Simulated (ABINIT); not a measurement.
**GaN: geometry relaxation (part 2 of 2)**

The same run, continued: GaN (2 atoms in the cell); Kohn-Sham DFT of a periodic cell, PBEsol, PseudoDojo NC SR PBEsol v0.4 stringent, no spin polarisation (ABINIT 10.8.3); cutoff 1551.05 eV, 8×8×8 k-mesh, fermi-dirac of 0.05 eV. The structure derives from a Materials Project entry.

Geometry of the input (Å; fractional positions):
```
0.0000  2.2535  2.2535
2.2535  0.0000  2.2535
2.2535  2.2535  0.0000
Ga 0.0000  0.0000  0.0000
N  0.2500  0.2500  0.2500
```

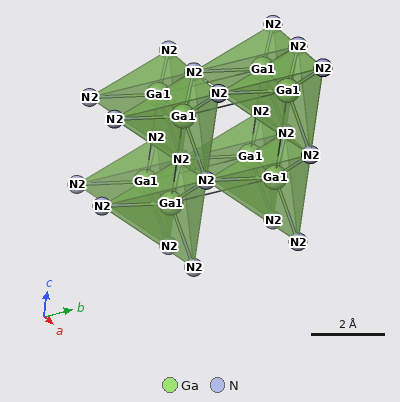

**Figure 1.** The geometry at step 1 of the log (polyhedral view of the cell of the calculation, seen slightly off an axis; polyhedra are completed across the faces of the cell; atoms are numbered from 1 in the order of the input).

What the program printed, continued
```
--- !ResultsGS
iteration_state: {dtset: 1, itime: 2, icycle: 1, }
comment   : Summary of ground state results
lattice_vectors:
- [  0.0000000,   4.2530665,   4.2530665, ]
- [  4.2530665,   0.0000000,   4.2530665, ]
- [  4.2530665,   4.2530665,   0.0000000, ]
lattice_lengths: [   6.01474,    6.01474,    6.01474, ]
lattice_angles: [ 60.000,  60.000,  60.000, ] # degrees, (23, 13, 12)
lattice_volume:   1.5386382E+02
convergence: {deltae:  2.080E-11, res2:  3.825E-13, residm:  1.978E-07, diffor: null, }
etotal    :  -2.58347336E+02
entropy   :   0.00000000E+00
fermie    :   2.81902013E-01
cartesian_stress_tensor: # hartree/bohr^3
- [  1.84483505E-05,   0.00000000E+00,   0.00000000E+00, ]
- [  0.00000000E+00,   1.84483505E-05,   0.00000000E+00, ]
- [  0.00000000E+00,   0.00000000E+00,   1.84483505E-05, ]
pressure_GPa:  -5.4277E-01
xred      :
- [  1.1136E-29,   1.1136E-29,  -1.8560E-29, Ga]
- [  2.5000E-01,   2.5000E-01,   2.5000E-01,  N]
cartesian_forces: # hartree/bohr
- [ -3.06661095E-29,  -3.06661095E-29,   9.19983285E-29, ]
- [  3.06661095E-29,   3.06661095E-29,  -9.19983285E-29, ]
force_length_stats: {min:   1.01707979E-28, max:   1.01707979E-28, mean:   1.01707979E-28, }
...

 Integrated electronic density in atomic spheres:
 ------------------------------------------------
 Atom  Sphere_radius  Integrated_density
    1        2.00000         18.89985506
    2        2.00000          5.23576615

---OUTPUT-----------------------------------------------------------------------

 Cartesian coordinates (xcart) [bohr]
 -3.15746263627692E-29 -3.15746263627692E-29  9.47238790883075E-29
  2.12653324975582E+00  2.12653324975582E+00  2.12653324975582E+00
 Reduced coordinates (xred)
  1.11359508603009E-29  1.11359508603009E-29 -1.85599181005016E-29
  2.50000000000000E-01  2.50000000000000E-01  2.50000000000000E-01
 Cartesian forces (fcart) [Ha/bohr]; max,rms= 9.19983E-29 5.87211E-29 (free atoms)
 -3.06661095027592E-29 -3.06661095027591E-29  9.19983285082774E-29
  3.06661095027592E-29  3.06661095027592E-29 -9.19983285082774E-29
 Gradient of E wrt nuclear positions in reduced coordinates (gred)
 -2.60850005993081E-28 -2.60850005993081E-28  2.60850005993081E-28
  2.60850005993081E-28  2.60850005993081E-28 -2.60850005993081E-28
 Scale of Primitive Cell (acell) [bohr]
  6.01474432528403E+00  6.01474432528403E+00  6.01474432528403E+00
 Real space primitive translations (rprimd) [bohr]
  0.00000000000000E+00  4.25306649951164E+00  4.25306649951164E+00
  4.25306649951164E+00  0.00000000000000E+00  4.25306649951164E+00
  4.25306649951164E+00  4.25306649951164E+00  0.00000000000000E+00
 Unitary Cell Volume (ucvol) [Bohr^3]=  1.53863821729436E+02
 Angles (23,13,12)= [degrees]
  6.00000000000000E+01  6.00000000000000E+01  6.00000000000000E+01
 Lengths [Bohr]
  6.01474432528403E+00  6.01474432528403E+00  6.01474432528403E+00
 Stress tensor in cartesian coordinates (strten) [Ha/bohr^3]
  1.84483505445733E-05  0.00000000000000E+00  0.00000000000000E+00
  0.00000000000000E+00  1.84483505445698E-05  0.00000000000000E+00
  0.00000000000000E+00  0.00000000000000E+00  1.84483505445768E-05
 Total energy (etotal) [Ha]= -2.58347335890150E+02

 Difference of energy with previous step (new-old):
           Absolute (Ha)=-1.80100E-05
           Relative     =-6.97124E-08

--- Iteration: ( 3/50) Internal Cycle: (1/1)
--------------------------------------------------------------------------------

---SELF-CONSISTENT-FIELD CONVERGENCE--------------------------------------------

--- !BeginCycle
iteration_state: {dtset: 1, itime: 3, icycle: 1, }
solver: {iscf: 7, nstep: 80, nline: 4, wfoptalg: 0, }
tolerances: {tolvrs: 1.00E-12, }
...

     iter   Etot(hartree)      deltaE(h)  residm     vres2
 ETOT  1  -258.34647628373    -2.583E+02 1.866E-06 1.275E+01
 ETOT  2  -258.34676883805    -2.926E-04 2.031E-06 4.592E+00
 ETOT  3  -258.34730354311    -5.347E-04 5.818E-05 3.973E-01
 ETOT  4  -258.34733697489    -3.343E-05 2.478E-06 3.065E-02
 ETOT  5  -258.34733988997    -2.915E-06 1.686E-07 7.678E-04
 ETOT  6  -258.34733999588    -1.059E-07 4.440E-08 1.965E-06
 ETOT  7  -258.34733999596    -7.640E-11 6.380E-08 1.305E-07
 ETOT  8  -258.34733999598    -2.115E-11 2.821E-08 1.918E-09
 ETOT  9  -258.34733999597     9.379E-12 4.166E-08 1.026E-11
 ETOT 10  -258.34733999598    -8.129E-12 2.091E-08 1.908E-13

 At SCF step   10       vres2   =  1.91E-13 < tolvrs=  1.00E-12 =>converged.

 Cartesian components of stress tensor (hartree/bohr^3)
  sigma(1 1)= -1.80355393E-07  sigma(3 2)=  0.00000000E+00
  sigma(2 2)= -1.80355393E-07  sigma(3 1)=  0.00000000E+00
  sigma(3 3)= -1.80355393E-07  sigma(2 1)=  0.00000000E+00

--- !ResultsGS
iteration_state: {dtset: 1, itime: 3, icycle: 1, }
comment   : Summary of ground state results
lattice_vectors:
- [  0.0000000,   4.2489316,   4.2489316, ]
- [  4.2489316,   0.0000000,   4.2489316, ]
- [  4.2489316,   4.2489316,   0.0000000, ]
lattice_lengths: [   6.00890,    6.00890,    6.00890, ]
lattice_angles: [ 60.000,  60.000,  60.000, ] # degrees, (23, 13, 12)
lattice_volume:   1.5341549E+02
convergence: {deltae: -8.129E-12, res2:  1.908E-13, residm:  2.091E-08, diffor: null, }
etotal    :  -2.58347340E+02
entropy   :   0.00000000E+00
fermie    :   2.83580659E-01
cartesian_stress_tensor: # hartree/bohr^3
- [ -1.80355393E-07,   0.00000000E+00,   0.00000000E+00, ]
- [  0.00000000E+00,  -1.80355393E-07,   0.00000000E+00, ]
- [  0.00000000E+00,   0.00000000E+00,  -1.80355393E-07, ]
pressure_GPa:   5.3062E-03
xred      :
- [  3.0135E-29,   3.0135E-29,  -5.0225E-29, Ga]
- [  2.5000E-01,   2.5000E-01,   2.5000E-01,  N]
cartesian_forces: # hartree/bohr
- [ -3.16861449E-29,  -3.16861449E-29,   9.50584348E-29, ]
- [  3.16861449E-29,   3.16861449E-29,  -9.50584348E-29, ]
force_length_stats: {min:   1.05091054E-28, max:   1.05091054E-28, mean:   1.05091054E-28, }
...

 Integrated electronic density in atomic spheres:
 ------------------------------------------------
 Atom  Sphere_radius  Integrated_density
    1        2.00000         18.91246659
    2        2.00000          5.25074965

---OUTPUT-----------------------------------------------------------------------

 Cartesian coordinates (xcart) [bohr]
 -8.53615587652196E-29 -8.53615587652196E-29  2.56084676295659E-28
  2.12446577936195E+00  2.12446577936195E+00  2.12446577936195E+00
 Reduced coordinates (xred)
  3.01351848995856E-29  3.01351848995856E-29 -5.02253081659760E-29
  2.50000000000000E-01  2.50000000000000E-01  2.50000000000000E-01
 Cartesian forces (fcart) [Ha/bohr]; max,rms= 9.50584E-29 6.06743E-29 (free atoms)
 -3.16861449277272E-29 -3.16861449277272E-29  9.50584347831815E-29
  3.16861449277272E-29  3.16861449277272E-29 -9.50584347831815E-29
 Gradient of E wrt nuclear positions in reduced coordinates (gred)
 -2.69264522315439E-28 -2.69264522315439E-28  2.69264522315439E-28
  2.69264522315439E-28  2.69264522315439E-28 -2.69264522315439E-28
 Scale of Primitive Cell (acell) [bohr]
  6.00889663594240E+00  6.00889663594240E+00  6.00889663594240E+00
 Real space primitive translations (rprimd) [bohr]
  0.00000000000000E+00  4.24893155872390E+00  4.24893155872390E+00
  4.24893155872390E+00  0.00000000000000E+00  4.24893155872390E+00
  4.24893155872390E+00  4.24893155872390E+00  0.00000000000000E+00
 Unitary Cell Volume (ucvol) [Bohr^3]=  1.53415486784216E+02
 Angles (23,13,12)= [degrees]
  6.00000000000000E+01  6.00000000000000E+01  6.00000000000000E+01
 Lengths [Bohr]
  6.00889663594240E+00  6.00889663594240E+00  6.00889663594240E+00
 Stress tensor in cartesian coordinates (strten) [Ha/bohr^3]
 -1.80355393026438E-07  0.00000000000000E+00  0.00000000000000E+00
  0.00000000000000E+00 -1.80355393026438E-07  0.00000000000000E+00
  0.00000000000000E+00  0.00000000000000E+00 -1.80355393012560E-07
 Total energy (etotal) [Ha]= -2.58347339995977E+02

 Difference of energy with previous step (new-old):
           Absolute (Ha)=-4.10583E-06
           Relative     =-1.58927E-08

 At Broyd/MD step   3, gradients are converged :
  max grad (force/stress) = 1.8036E-05 < tolmxf= 2.0000E-05 ha/bohr (free atoms)

================================================================================

 ----iterations are completed or convergence reached----

 Mean square residual over all n,k,spin=   42.634E-12; max=  20.906E-09
 reduced coordinates (array xred) for    2 atoms
       0.000000000000      0.000000000000     -0.000000000000
       0.250000000000      0.250000000000      0.250000000000
 rms dE/dt=  3.8080E-28; max dE/dt=  5.3853E-28; dE/dt below (all hartree)
    1      -0.000000000000     -0.000000000000      0.000000000000
    2       0.000000000000      0.000000000000      0.000000000000

 cartesian coordinates (angstrom) at end:
    1     -0.00000000000000    -0.00000000000000     0.00000000000000
    2      1.12421887501894     1.12421887501894     1.12421887501894

 cartesian forces (hartree/bohr) at end:
    1     -0.00000000000000    -0.00000000000000     0.00000000000000
    2      0.00000000000000     0.00000000000000    -0.00000000000000
 frms,max,avg= 6.0674348E-29 9.5058435E-29   0.000E+00  0.000E+00  0.000E+00 h/b

 cartesian forces (eV/Angstrom) at end:
    1     -0.00000000000000    -0.00000000000000     0.00000000000000
    2      0.00000000000000     0.00000000000000    -0.00000000000000
 frms,max,avg= 3.1200004E-27 4.8881013E-27   0.000E+00  0.000E+00  0.000E+00 e/A
 length scales=  6.008896635942  6.008896635942  6.008896635942 bohr
              =  3.179771160255  3.179771160255  3.179771160255 angstroms
 Fermi (or HOMO) energy (hartree) =   0.28358   Average Vxc (hartree)=  -0.44203
 Eigenvalues (hartree) for nkpt=  29  k points:
 kpt#   1, nband= 17, wtk=  0.00195, kpt=  0.0000  0.0000  0.0000 (reduced coord)
  -4.95687   -3.15301   -3.15301   -3.15301   -0.33620   -0.24601   -0.24601   -0.24601
  -0.23417   -0.23417    0.25037    0.25037    0.25037    0.31436    0.62872    0.62872
   0.62872
      occupation numbers for kpt#   1
   2.00000    2.00000    2.00000    2.00000    2.00000    2.00000    2.00000    2.00000
   2.00000    2.00000    2.00000    2.00000    2.00000    0.00000    0.00000    0.00000
   0.00000
 prteigrs : prtvol=0 or 1, do not print more k-points.

--- !EnergyTerms
iteration_state     : {dtset: 1, itime: 3, icycle: 1, }
comment             : Components of total free energy in Hartree
kinetic             :  1.27639255304150E+02
hartree             :  1.00096573951121E+02
xc                  : -2.84652558094860E+01
Ewald energy        : -1.35619522719212E+02
psp_core            :  4.58797366133442E+00
local_psp           : -2.66242695575846E+02
non_local_psp       : -6.03436688080241E+01
internal            : -2.58347339995962E+02
'-kT*entropy'       : -1.43332656047037E-11
total_energy        : -2.58347339995977E+02
total_energy_eV     : -7.02998925425230E+03
band_energy         : -3.09299199686005E+01
...

 Cartesian components of stress tensor (hartree/bohr^3)
  sigma(1 1)= -1.80355393E-07  sigma(3 2)=  0.00000000E+00
  sigma(2 2)= -1.80355393E-07  sigma(3 1)=  0.00000000E+00
  sigma(3 3)= -1.80355393E-07  sigma(2 1)=  0.00000000E+00

-Cartesian components of stress tensor (GPa)         [Pressure=  5.3062E-03 GPa]
- sigma(1 1)= -5.30623886E-03  sigma(3 2)=  0.00000000E+00
- sigma(2 2)= -5.30623886E-03  sigma(3 1)=  0.00000000E+00
- sigma(3 3)= -5.30623886E-03  sigma(2 1)=  0.00000000E+00

== END DATASET(S) ==============================================================
================================================================================

 -outvars: echo values of variables after computation  --------
            acell      6.0088966359E+00  6.0088966359E+00  6.0088966359E+00 Bohr
           etotal     -2.5834734000E+02
            fcart     -3.1686144928E-29 -3.1686144928E-29  9.5058434783E-29
                       3.1686144928E-29  3.1686144928E-29 -9.5058434783E-29
            rprim      0.0000000000E+00  7.0710678119E-01  7.0710678119E-01
                       7.0710678119E-01  0.0000000000E+00  7.0710678119E-01
                       7.0710678119E-01  7.0710678119E-01  0.0000000000E+00
           strten     -1.8035539303E-07 -1.8035539303E-07 -1.8035539301E-07
                       0.0000000000E+00  0.0000000000E+00  0.0000000000E+00
           xangst     -4.5171391555E-29 -4.5171391555E-29  1.3551417467E-28
                       1.1242188750E+00  1.1242188750E+00  1.1242188750E+00
             xred      3.0135184900E-29  3.0135184900E-29 -5.0225308166E-29
                       2.5000000000E-01  2.5000000000E-01  2.5000000000E-01
 Calculation completed.
```

Trajectory as extended XYZ (Å, eV, eV/Å), 3 frames, from step=0 to step=2
```
2
Lattice="0.0000 2.2535 2.2535 2.2535 0.0000 2.2535 2.2535 2.2535 0.0000" Properties=species:S:1:pos:R:3:forces:R:3 step=0 energy=-7029.98865
Ga    0.0000    0.0000    0.0000    0.0000   0.0000   0.0000
N     1.1267    1.1267    1.1267    0.0000   0.0000   0.0000
2
Lattice="0.0000 2.2506 2.2506 2.2506 0.0000 2.2506 2.2506 2.2506 0.0000" Properties=species:S:1:pos:R:3:forces:R:3 step=1 energy=-7029.98914
Ga    0.0000    0.0000    0.0000    0.0000   0.0000   0.0000
N     1.1253    1.1253    1.1253    0.0000   0.0000   0.0000
2
Lattice="0.0000 2.2484 2.2484 2.2484 0.0000 2.2484 2.2484 2.2484 0.0000" Properties=species:S:1:pos:R:3:forces:R:3 step=2 energy=-7029.98925
Ga    0.0000    0.0000    0.0000    0.0000   0.0000   0.0000
N     1.1242    1.1242    1.1242    0.0000   0.0000   0.0000
```

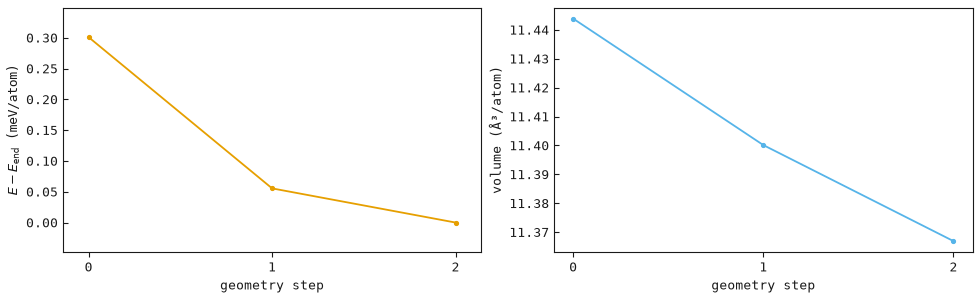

**Figure 2.** Progress of the relaxation, step by step (steps are counted from 0). The atoms keep their places relative to the cell (all moves are under 0.005 Å). The volume changes by −0.7 %, with a = b = c 4.507 → 4.497 Å (−0.2 %). Among the contacts that change: Ga1–N2 1.952 → 1.947 Å. The space group stays F-43m (No. 216). After 2 geometry steps the energy has fallen by 0.3 meV per atom. All forces vanish by symmetry, so only the cell relaxes. (Atoms are counted from 1 in the order of the input.)

Results in brief

```tsv
quantity	value
outcome	converged
space group (tolerance 0.01 Å)	F-43m (216)
electrons treated	26
free energy	−7029.9893 eV
Fermi energy	7.717 eV
gap on the k-point mesh	1.74 eV
pressure	0.01 GPa
final volume	22.73 Å³
largest force (length of the vector) at the end	under 0.001 eV/Å
final cell	a = 3.180 Å, b = 3.180 Å, c = 3.180 Å, α = 60.00°, β = 60.00°, γ = 60.00°
wall time	95 s (CPU time 6.3 min)
peak memory	0.4 GiB
```
